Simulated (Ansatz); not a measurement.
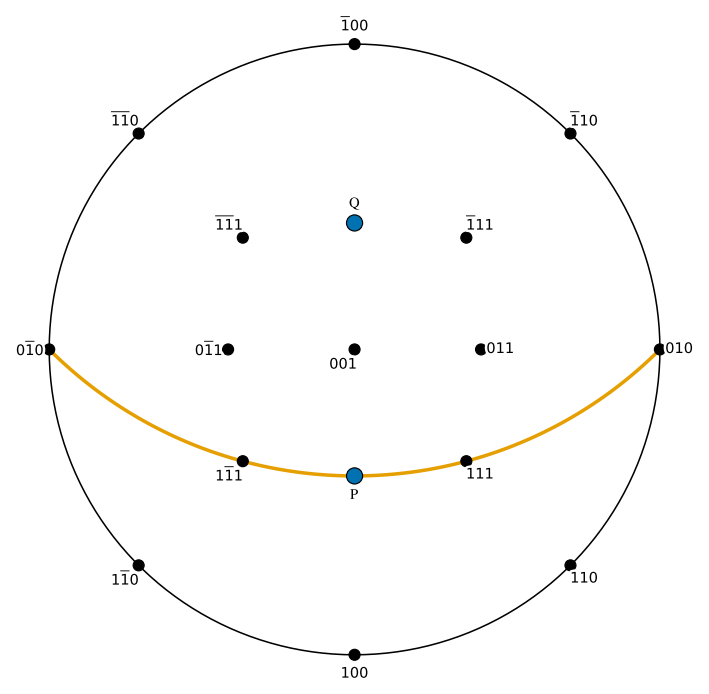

Stereographic projection of plane normals (upper hemisphere) centred on (0 0 1). Crystal: GaN, the geometry relaxed with Ansatz 0.2.0, DFT, PBE, plane waves, PAW; the starting structure was generated, so it need not be a known form of this composition. The drawing is computed from the coordinates (standard cell, symmetry found to 0.002 Å).

a = 4.548 Å, b = 4.548 Å, c = 4.548 Å, α = 90.00°, β = 90.00°, γ = 90.00°.

Index the poles marked P, Q.

P is (1 0 1), 45.0° from the centre; Q is (−1 0 1), 45.0° from the centre.

Which zone does the coloured great circle trace?

The zone [1 0 −1]: its poles satisfy h − l = 0.

What is the angle between the normals of (1 0 0) and (−1 1 0), and what are their d_hkl = 1/|g|?

135.0°; d = 4.548 Å and 3.216 Å.
